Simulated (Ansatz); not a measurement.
**AlGa$_{3}$N$_{4}$: density, localisation and related maps**

```xyz
16
Lattice="4.4717 -4.4717 0.0000 4.4717 4.4717 0.0000 0.0000 0.0000 4.4717" Properties=species:S:1:pos:R:3 pbc="T T T"
Al    0.0000    0.0000    0.0000
Al    4.4717    0.0000    0.0000
Ga    2.2358   -2.2358    4.4217
Ga    2.2358    2.2358    4.4217
Ga    2.2358    0.0000    2.2358
Ga    6.7075    0.0000    2.2358
Ga    4.4717   -2.2358    2.2358
Ga    4.4717    2.2358    2.2358
N     3.3793   -1.0924    1.0924
N     3.3793    3.3793    1.0924
N     3.3793   -3.3793    3.3793
N     3.3793    1.0924    3.3793
N     1.0924   -1.0924    3.3793
N     5.5641   -1.0924    3.3793
N     1.0924    1.0924    1.0924
N     5.5641    1.0924    1.0924
```

Space group Cmm2; a structure from a database of computed crystals, not necessarily the ambient phase; changed on purpose from its base cell (atom 2 (Ga) moved -0.050 A along Cartesian [0 0 1]); not relaxed (largest force 0.9 eV/Å).

All numbers below come from DFT PBEsol, scalar-relativistic, plane waves, PAW (Ansatz).

In a PAW calculation such maps are meaningful between the atoms, not at the nuclei.

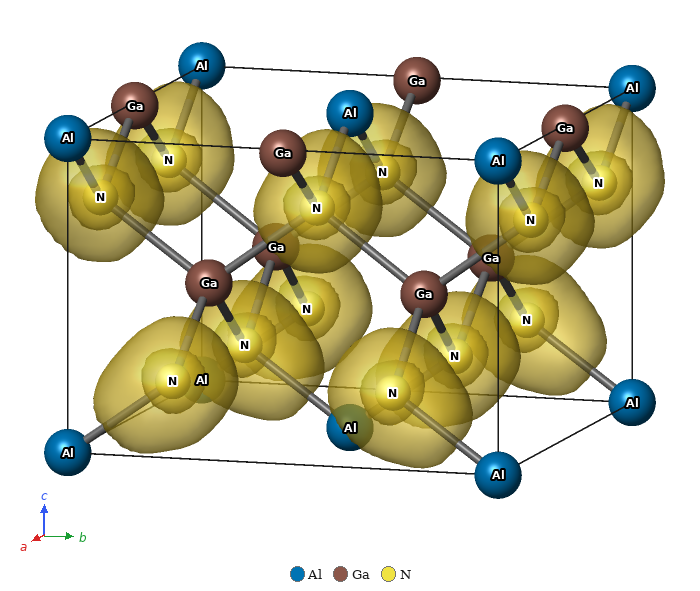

Figure 1. Isosurface of the electron localisation function at 0.7 (yellow), seen slightly off an axis. Only the valence region is drawn (cores and ρ < 0.01 e/Å³ removed). Sticks mark near contacts.

> What do the ELF domains correspond to?

At this value the surface marks out eight regions on N in which the atom's valence shell and bonds are merged, counted in one cell of 16 atoms. Any copies at cell faces, edges or corners count once. Along the contacts the grid gives the following. Al–N (1.89 Å): the ELF peaks at about 0.90 between the atoms: a shared but strongly polarised pair. Ga–N (1.92 Å): the ELF peaks at about 0.85 in the valence shell of N, 0.6 Å from its nucleus, and is about 0.50 at the midpoint.

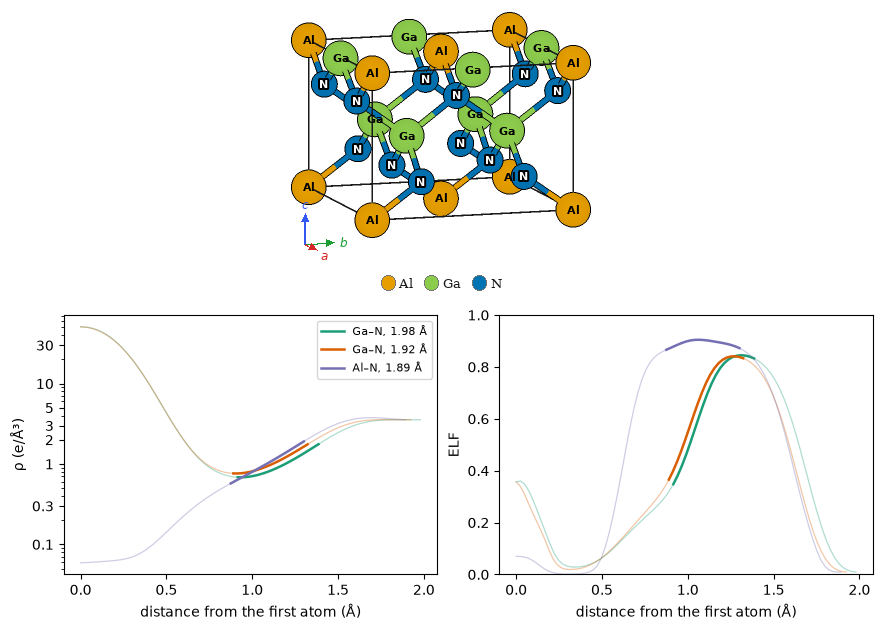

Figure 2. Valence pseudo-density and ELF along straight lines between neighbouring atoms. Thin, pale parts lie inside the atomic spheres. The structure is drawn too.

> What can be read from the curves?

Ga–N (1.98 Å): the density is about 0.7 e/Å³ at the midpoint; the ELF peaks at about 0.85 in the valence shell of N, 0.7 Å from its nucleus, and is about 0.45 at the midpoint.
Ga–N (1.92 Å): ρ is about 0.78 e/Å³ halfway; the ELF peaks at about 0.85 in the valence shell of N, 0.6 Å from its nucleus, and is about 0.50 at the midpoint.
Al–N (1.89 Å): ρ is about 0.69 e/Å³ halfway; the ELF peaks at about 0.90 between the atoms, as expected for a shared but strongly polarised pair.

> Does the calculation give a band gap?

It is gapped, with a Kohn–Sham gap of 2.2 eV on the k-point mesh (the band edges may lie off the mesh, which would make the gap smaller).
